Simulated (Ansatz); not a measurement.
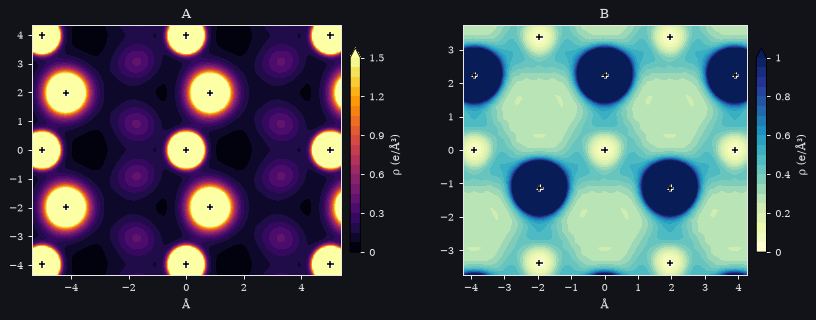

The valence charge density (pseudo) of 2 systems, each on a plane through atoms (crosses mark nuclei in the plane).

Method: Ansatz 0.2.0, DFT PBE, scalar-relativistic, plane waves, PAW.

System 1: SiNi₂, the (001) plane of the conventional cell. Space group P6₃/mmc; changed on purpose from its base cell (uniaxial strain along c, a, b and atoms relaxed: +2.0 %); computed without spin polarisation.

```xyz
6
Lattice="3.8958 0.0000 0.0000 -1.9479 3.3739 0.0000 0.0000 0.0000 5.0913" Properties=species:S:1:pos:R:3 pbc="T T T"
Si    0.0000    2.2493    3.8185
Si    1.9479    1.1246    1.2728
Ni    0.0000    0.0000    0.0000
Ni    0.0000    0.0000    2.5456
Ni    0.0000    2.2493    1.2728
Ni    1.9479    1.1246    3.8185
```

System 2: MgO, the (110) plane of the conventional cell. Space group Amm2; a structure from a database of computed crystals, not necessarily the ambient phase; changed on purpose from its base cell (strain -0.0150 x Voigt [0, 1, 0, 0, 0, 0], atoms carried along).

```xyz
4
Lattice="0.0000 0.0000 -2.6798 2.9377 0.0000 0.0000 0.0000 -5.0120 0.0000" Properties=species:S:1:pos:R:3 pbc="T T T"
Mg    1.4689   -2.5060    0.0000
Mg    0.0000    0.0000    0.0000
O     0.0000   -3.3413   -1.3399
O     1.4689   -0.8353   -1.3399
```

Question: Which map belongs to which system?

Answer: Panel A is system 2, MgO: the plane holds Mg and O. Mg–O (2.16 Å): ρ at the midpoint is about 0.31 e/Å³. Panel B is system 1, SiNi₂: the plane holds Si and Ni. Si–Ni (2.25 Å): ρ is about 0.53 e/Å³ halfway.
